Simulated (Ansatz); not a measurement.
## Electronic structure of TiC in real space

```yaml
crystal:
  lattice:
    - [0.00000, 0.00000, -4.29337]
    - [0.00000, -4.29337, 0.00000]
    - [-4.29337, 0.00000, 0.00000]
  atoms:
    - { symbol: Ti, position: [0.00000, 0.75179, 0.25000] }
    - { symbol: Ti, position: [0.50000, 0.25179, 0.25000] }
    - { symbol: Ti, position: [0.00000, 0.24821, 0.75000] }
    - { symbol: Ti, position: [0.50000, 0.74821, 0.75000] }
    - { symbol: C, position: [0.00000, 0.77911, 0.75000] }
    - { symbol: C, position: [0.50000, 0.27911, 0.75000] }
    - { symbol: C, position: [0.00000, 0.22089, 0.25000] }
    - { symbol: C, position: [0.50000, 0.72089, 0.25000] }
```

Space group Cmcm; not relaxed (largest force 1.7 eV/Å); computed pressure about 2 GPa in this cell; computed without spin polarisation.

All numbers below come from DFT PBEsol, scalar-relativistic, plane waves, PAW (Ansatz).

In a PAW calculation such maps are meaningful between the atoms, not at the nuclei.

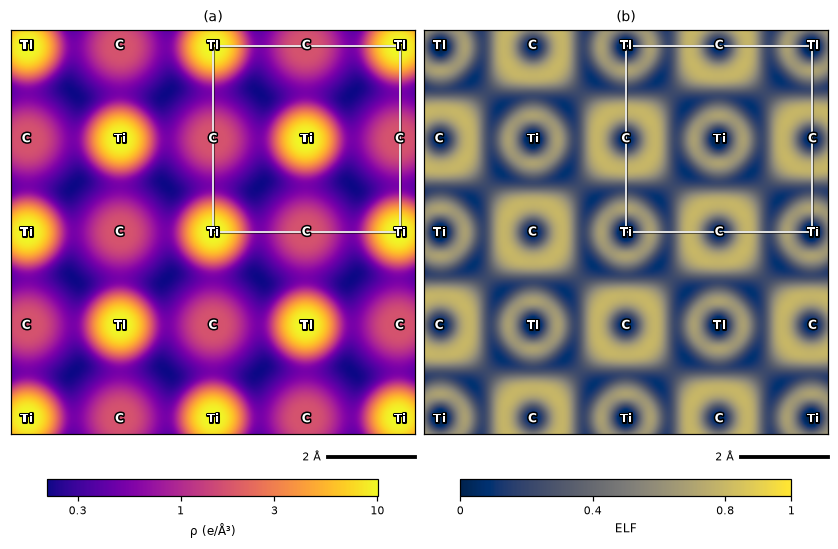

Figure 1. (a) valence charge density (pseudo); (b) electron localisation function on the (010) plane of the conventional cell.

**Describe what can be read from this map.**

- The section cuts through Ti and C sites.
- Ti–C (2.15 Å): the density is about 0.52 e/Å³ at the midpoint; the ELF peaks at about 0.80 in the valence shell of C, 0.7 Å from its nucleus, and is about 0.25 at the midpoint.
- Between the atoms the lowest density in this plane is 0.21 e/Å³.
- The features right at Ti lie inside the PAW spheres, where the map follows smoothed inner orbitals and isn't to be read closely.

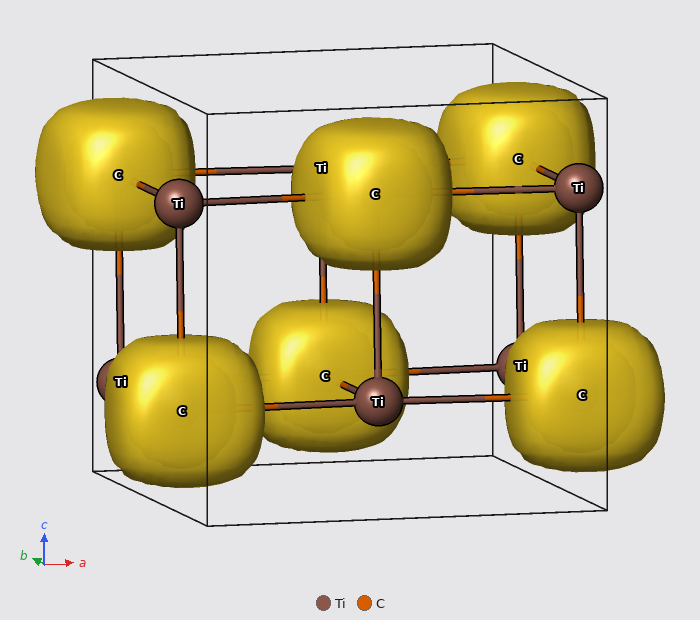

Figure 2. Isosurface of the electron localisation function at 0.75 (yellow), seen slightly off an axis. Core shells and regions of very low density are left out. Sticks mark near contacts.

**What do the ELF domains correspond to?**

The surface consists of four regions wrapped around C (the valence shell of each), counted in one cell of 8 atoms. Any copies at cell faces, edges or corners count once. Along the contacts the grid gives the following. Ti–C (2.01 Å): the ELF peaks at about 0.80 in the valence shell of C, 0.7 Å from its nucleus, and is about 0.30 at the midpoint.

**Does the calculation make it a metal, or give it a gap?**

It is metallic or semimetallic at this level of theory: no gap opens.
